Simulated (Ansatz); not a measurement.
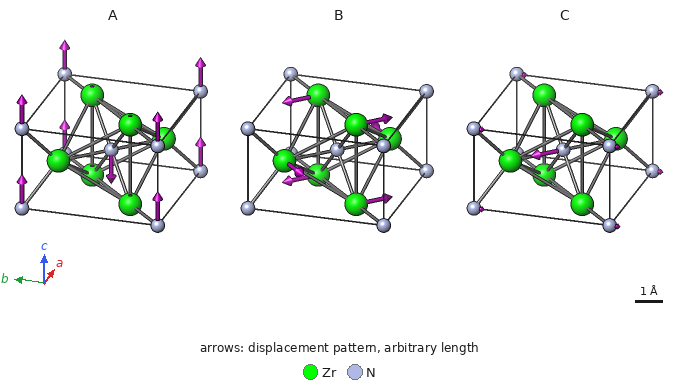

Modes of solid Zr₂N relaxed at 3 GPa, space group P4₂/mnm (No. 136), at the zone centre (one member of each degenerate set). The purple arrows give the relative displacements of the atoms. Style: ball-and-stick. Shown: the cell of the calculation, from a free direction.

Theory: Ansatz, DFT LDA, scalar-relativistic, plane waves, PAW.

The frequencies depend somewhat on the k-mesh and the smearing.

**Give the symmetry species and the selection rules of each.**

A is B₁u, silent by symmetry (neither infrared- nor Raman-active) (545 cm⁻¹). B is B₁g, Raman-active by symmetry (44 cm⁻¹). C is E_u, infrared-active by symmetry (562 cm⁻¹). The crystal has a centre of inversion, so no mode is both. In a metal the free carriers screen the infrared response.
